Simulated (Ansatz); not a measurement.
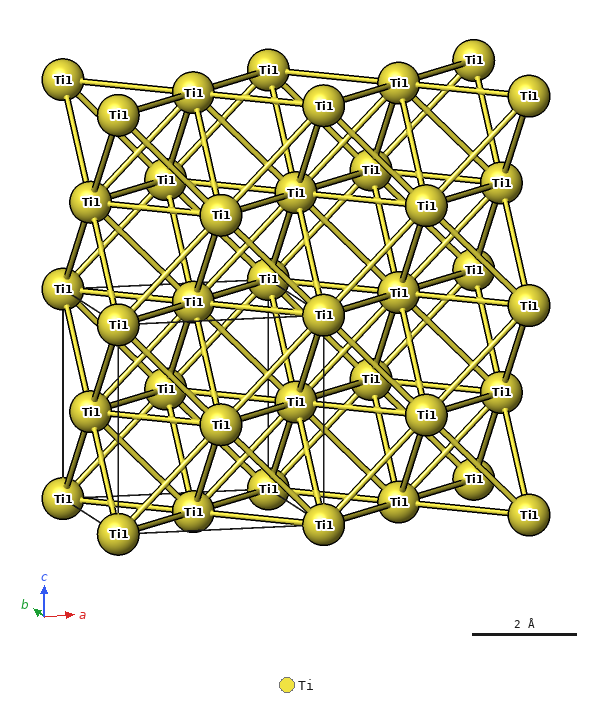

Figure 1. The structure as given in the input (ball-and-stick view of the cell 4 times as large as that of the calculation, set on its symmetry axes, repeated 2 × 1 × 2, seen slightly off an axis; atoms are numbered from 1 in the order of the input). An atom can appear more than once, as a periodic image.

## Single-point calculation of Ti

System: Ti (Fm-3m, 1 atom in the cell).
Method: DFT, r2SCAN, plane waves, PAW, Ueff = -5 eV on Ti d, no spin polarisation (Ansatz 0.2.0).

The structure derives from an entry of the Crystallography Open Database. Some settings of this run were made unusual or wrong on purpose. Figures and captions count atoms from 1; the log counts them from 0 in places.

The program's output
```
Ti: projections on atomic orbitals take those of the free atom [Ne] 3s2 3p6 3d2 4s2, of charge +0.00 (hamiltonian.pseudopotentials.projection_atoms); the dataset's partial waves leave at most 4.1e-7 of an orbital's norm unspanned inside its sphere
Engine: ansatz 0.2.0, x86_64-unknown-linux-gnu
Pseudopotentials: kind: paw
Pseudopotential: Ti, paw, valence charge 12, recommended cutoff 500 eV (meta_gga), Ti.paw.azcp
Functional definition: r2SCAN
  parameter k0 = 0.174
  parameter k1 = 0.065
  parameter a1 = 4.9479
  exchange = r2scan_x(k0 = k0, k1 = k1, a1 = a1)
  correlation = r2scan_c
Crystal: 1 atoms, lattice volume = 17.360 Å³
Basis set: ecut = 500 eV, 459 PW (Γ), exchange–correlation on 96×96×96 points (64 copies of the dense FFT grid, shifted against one another)
Bands: 10, of which v1, the nominal top of the filled ones, is band 6 counted from 1 (5 counted from 0)
Symmetry: 48 space group operations
Space group: Fm-3m (ITA 225), of the structure as read, at distance tolerance 2.6e-5 Å
k-points: 195 of 5832
Non-local potential: Ti, projectors of the file, l = 0: 3, l = 1: 2, l = 2: 3, l = 3: 1
PAW form: soft (Blöchl's): semilocal exchange-correlation on the pseudo side does not see the compensation charge
PAW frozen core: Ti, regenerated for the run's functional (the file was generated under x = pbe(κ = 0.804, μ = 0.2195149727645171), c = pbe(β = 0.06672455060314922))
PAW one-centre angular grid: Ti, 590 points (default); XC on 160 Gauss nodes
Initial density: superposition of atomic densities (chi_scale 0.1, normalization cell)
Initial wavefunctions: pseudopotential atomic-orbital guess
Functional: x = r2scan, c = r2scan; τ floored in thin density (d = 2e-4 eV/Å³)
iter 1 solved again at ethr=2.25e-3 eV; its pass at ethr=3.10e-3 eV (dr2=2.70e-1 eV) is discarded
SCF iter   1: F=—  HF=-2509.912596 eV  |F-HF|=—  |Δ(HF+E_count)|=         —  Δρ=4.10e-2  dr2=2.71e-1  dr2_τ=1.05e-2  ethr=2.25e-3  ⟨swp⟩=1.0  Hψ=13444  notcnv=0
preconditioner: auto → none  [metal: Δε(μ)=0.020 eV  Ē_g=4.720 eV  σ=0.100 eV  W_gap=0.11  n_scr=0 (ndim 8)  ℏωp=17.8 eV  f_vac=0.000  D(μ)=1.45/eV (n_scr^D=14)]
SCF iter   2: F=—  HF=-2509.653439 eV  |F-HF|=—  |Δ(HF+E_count)|=   2.59e-1  Δρ=1.06e-2  dr2=7.76e-3  dr2_τ=4.61e-3  ethr=2.25e-3  ⟨swp⟩=2.3  Hψ=3695  notcnv=0
SCF iter   3: F=—  HF=-2509.582551 eV  |F-HF|=—  |Δ(HF+E_count)|=   7.09e-2  Δρ=7.68e-3  dr2=1.08e-2  dr2_τ=8.49e-4  ethr=6.46e-5  ⟨swp⟩=2.0  Hψ=3897  notcnv=0
SCF iter   4: F=—  HF=-2509.572677 eV  |F-HF|=—  |Δ(HF+E_count)|=   9.87e-3  Δρ=7.93e-4  dr2=4.62e-5  dr2_τ=1.29e-5  ethr=6.46e-5  ⟨swp⟩=2.4  Hψ=4142  notcnv=0
SCF iter   5: F=—  HF=-2509.572714 eV  |F-HF|=—  |Δ(HF+E_count)|=   3.67e-5  Δρ=1.49e-4  dr2=2.63e-6  dr2_τ=1.20e-7  ethr=3.85e-7  ⟨swp⟩=2.5  Hψ=3096  notcnv=0
SCF iter   6: F=-2509.572715 eV  HF=-2509.572715 eV  |F-HF|=5.63e-8  |Δ(HF+E_count)|=   1.36e-6  Δρ=1.90e-5  dr2=4.31e-8  dr2_τ=6.46e-9  ethr=8.33e-10  ⟨swp⟩=3.0  Hψ=7826  notcnv=0
SCF 1 converged in 6 iterations: F = -2509.572715 eV  dr2 = 4.31e-8
  greatest PAW one-centre occupation: 1.000 electrons in one spin orbital (limit 2), on the Ti atom at site 0 (counted from 0), in its partial waves of l = 1
SCF converged after 6 iterations
Free energy (F): -2509.572715 eV
Harris-Foulkes:  -2509.572715 eV  (|F-HF|=5.63e-8)
Internal energy: -2509.564989 eV  (E = F + TS)
E sigma→0 (E₀):  -2509.568852 eV
Entropy (-TS):   -0.007726 eV (-7.726 meV/atom)
Fermi energy:    12.660427 eV
--- Per-component energies (eV) ---
  E_band       = -169.980335
  E_kinetic    = 273.422785
  E_local      = -814.454612  (includes V_loc(G=0)·N_el)
  E_nonlocal   = 8.642370
  E_hartree    = 335.051957
  E_xc         = -92.674792
  E_vxc        = -132.619875  (∫ρ·V_xc dr)
  E_hubbard    = -5.334462  (on-site DFT+U / exact-exchange correction)
  E_vhub       = -2.917440  (the Hubbard potential's part of the band-sum identity)
  E_paw        = -1057.488642  (= ΣΔE_a)
  E_vpaw       = -181.375941  (= ΣTr[D̂ρ^β])
  E_aug_tail   = 0.000090  (compensation charges beyond the density's cutoff)
  E_vtau       = 9.225239  (kinetic-family band-sum trace: ∫τ·v_τ [+ j·A + Jᵃ·Aᵃ] dr)
  E_ewald      = -1156.476226
  E_core_change = -0.253457  (= ΣΔE_core)
  E_smearing   = -0.007726  (= −TS)
  E_closure    = -0.000000  (closes the sum)
  Σ components = -2509.572715   (vs F -2509.572715, Δ=0.00e0)
--- Forces (eV/Å), atoms counted from 1 ---
  atom   1  Ti    -0.00000000    -0.00000000     0.00000000
  max |Σ_I F_I| component: 6.16e-32 eV/Å
--- Stress (GPa, compression-positive) ---
       -6.945234      -0.000000      -0.000000
        0.000000      -6.945234       0.000000
        0.000000      -0.000000      -6.945234
  P = ⅓ Tr σ = -6.9452 GPa (-69.452 kbar)
--- Band table (eV; the first three rows and the last of 195) ---
  k-point 0: bands = ["-45.4430", "-20.2603", "-20.2603", "-20.2603", "6.7989", "13.6452", "13.6452", "13.6452", "15.2116", "15.2116"]
  k-point 1: bands = ["-45.4391", "-20.2826", "-20.2630", "-20.2630", "6.9040", "13.5748", "13.6834", "13.6834", "15.1854", "15.1854"]
  k-point 2: bands = ["-45.4281", "-20.3469", "-20.2709", "-20.2709", "7.2108", "13.3837", "13.7808", "13.7808", "15.1275", "15.1275"]
  k-point 194: bands = ["-45.2717", "-20.7598", "-20.6871", "-20.5248", "10.7072", "11.9159", "12.5367", "14.8653", "16.7738", "21.4947"]
Occupation matrices written to [file]
```

The run was set up as follows.

The input
```yaml
crystal:
  lattice:
    - [0.0, -2.0551516148, -2.0551516148]
    - [2.0551516148, 0.0, -2.0551516148]
    - [2.0551516148, -2.0551516148, 0.0]
  atoms:
    - { symbol: Ti, position: [0.0, 0.0, 0.0] }
basis:
  ecutwfc: 500
kpoints:
  mp_grid: { grid: [18, 18, 18] }
hamiltonian:
  xc: r2scan
  hubbard: { sites: [{ species: Ti, l: d, u_eff: -5.0 }] }
scf:
  occupations: { method: gaussian, width: 0.1 }
  max_iter: 60
output:
  forces: true
  eigenvalues: true
  stress: true
```

Launch command:
```bash
ansatz run input.yaml --threads 2 --pin off --max-ram 5120MiB --backend cpu --events-out ev --progress --plain --runs-dir out
```

Outcome

```tsv
quantity	value
outcome	converged
space group (tolerance 0.01 Å)	Fm-3m (225)
electrons treated	12
free energy	−2509.5727 eV
Fermi energy	12.660 eV
gap on the k-point mesh	none (metallic)
pressure	−6.95 GPa
largest force (length of the vector)	under 0.001 eV/Å
hardware	2 threads of AMD EPYC (Zen 3), 32 GiB of memory available, shared host
wall time	3.2 s (CPU time 6 s)
peak memory	0.43 GiB
```

What went wrong

The input was spoiled on purpose: an enormous or negative U (`hamiltonian.hubbard`). Such a U drives the occupations to unphysical values. The run converged all the same; its numbers are those of the faulty input and shouldn't be used.
